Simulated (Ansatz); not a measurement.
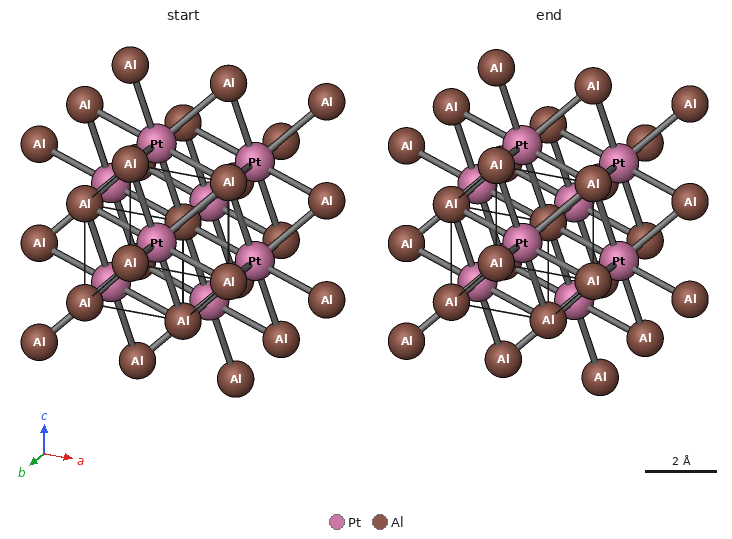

The structure of a crystal of AlPt (set up in Pm-3m) before (left) and after (right) a relaxation, at one scale.

The picture is a ball-and-stick view of the cell of the calculation, repeated 2 × 2 × 2 with one cell outlined, seen from a free direction.

The run lets cell and atoms move.

The calculation used Ansatz 0.2.0, Kohn-Sham DFT of a periodic cell, PBEsol0, Ansatz PAW.

The input:
```yaml
crystal:
  lattice:
    - [3.091546, 0.0, 0.0]
    - [0.0, 3.091546, 0.0]
    - [0.0, 0.0, 3.091546]
  atoms:
    - { symbol: Pt, position: [0.5, 0.5, 0.5] }
    - { symbol: Al, position: [0.0, 0.0, 0.0] }
hamiltonian:
  xc: { exchange: pbesol, correlation: pbesol, exx: { coeff: 0.25 } }
  pseudopotentials: { kind: paw }
kpoints:
  mp_grid: { grid: [5, 5, 5] }
scf:
  occupations: { method: fermi_dirac, width: 0.05 }
output:
  forces: true
  stress: true
  eigenvalues: true
relax:
  f_tol: 0.01
  max_steps: 40
  cell: { stress_tol: 0.05 }
```

Question: Describe what moved and what it gained.

Answer: No atom moves by more than 0.005 Å relative to the cell. The volume changes by −4.0 %, with a = b = c 3.092 → 3.049 Å (−1.4 %). Some distances before and after: Al–Pt 2.677 → 2.641 Å. The space group stays Pm-3m (No. 221). The energy falls by 15.2 meV per atom in 3 accepted moves (4 points after the start). All forces vanish by symmetry, so only the cell relaxes. Pressure: −7.89 GPa at the start and 0.00 GPa at the end. The SCF was repeated once at an unchanged geometry on a basis and grid sized afresh for the cell, which shifted the energy by 0.2 meV per atom at most.

Limits of the set-up: the k-point mesh is coarse for a cell with partly filled bands.
